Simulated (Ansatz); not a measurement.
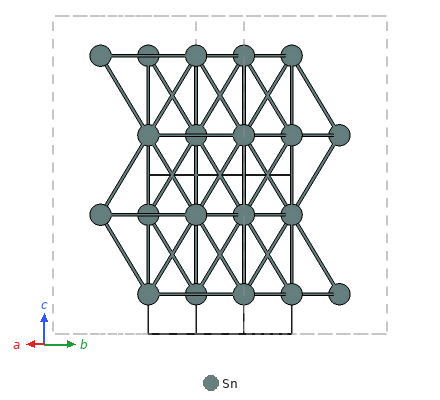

The structure, seen along [210]; the drawing may span several cells.

Structure (in its standard cell), the input geometry of an electronic-structure calculation (not necessarily at equilibrium); the starting structure was generated, so it need not be a known form of this composition:

```cif
data_structure
_symmetry_space_group_name_H-M 'P6_3/mmc'
_symmetry_Int_Tables_number 194
_cell_length_a 3.2864
_cell_length_b 3.2864
_cell_length_c 5.4683
_cell_angle_alpha 90.000
_cell_angle_beta 90.000
_cell_angle_gamma 120.000
_cell_volume 51.15
loop_
_atom_site_label
_atom_site_type_symbol
_atom_site_symmetry_multiplicity
_atom_site_Wyckoff_symbol
_atom_site_fract_x
_atom_site_fract_y
_atom_site_fract_z
_atom_site_occupancy
Sn1 Sn 2 c 0.33333 0.66667 0.25000 1
```

Q: What does the kinematic electron diffraction pattern along [210] look like at 200 kV (B = 0.5 Å²)?

A: The spots form a rectangular net whose two shortest vectors correspond to d = 2.73 Å and 1.64 Å, 90.0° apart. They are 0 0 2 and 1 -2 0. The pattern has symmetry 2mm. A glide plane extinguishes reflections such as 1 -2 -1, 1 -2 1, 1 -2 -3; a screw axis and a glide plane both extinguish reflections such as 0 0 1, 0 0 3, 0 0 5.

Strongest reflections with d > 0.80 Å, one of each family (|F|² from tabulated Gaussian fits of the electron scattering factors, times a small damping for the curvature of the Ewald sphere):

```json
{"hkl": "0 0 2", "d (Å)": "2.734", "I (strongest = 100)": "100"}
{"hkl": "1 -2 0", "d (Å)": "1.643", "I (strongest = 100)": "39"}
{"hkl": "1 -2 2", "d (Å)": "1.408", "I (strongest = 100)": "27"}
{"hkl": "0 0 4", "d (Å)": "1.367", "I (strongest = 100)": "25"}
{"hkl": "1 -2 4", "d (Å)": "1.051", "I (strongest = 100)": "13"}
{"hkl": "0 0 6", "d (Å)": "0.911", "I (strongest = 100)": "8"}
```

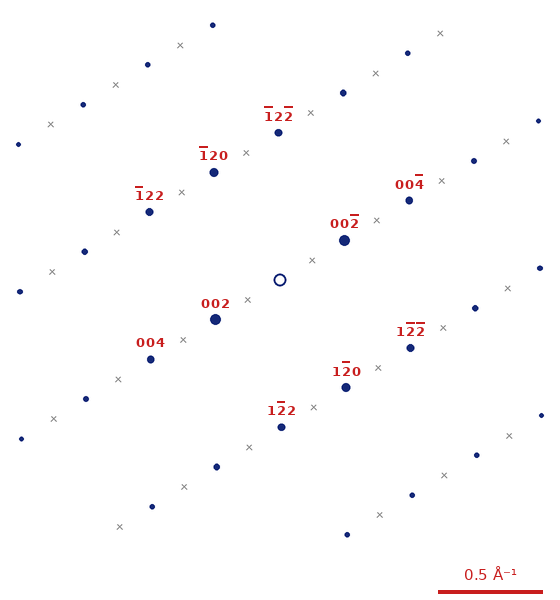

Calculated pattern, seen from the source side with [210] pointing towards the source; crosses mark the places of extinct reflections.
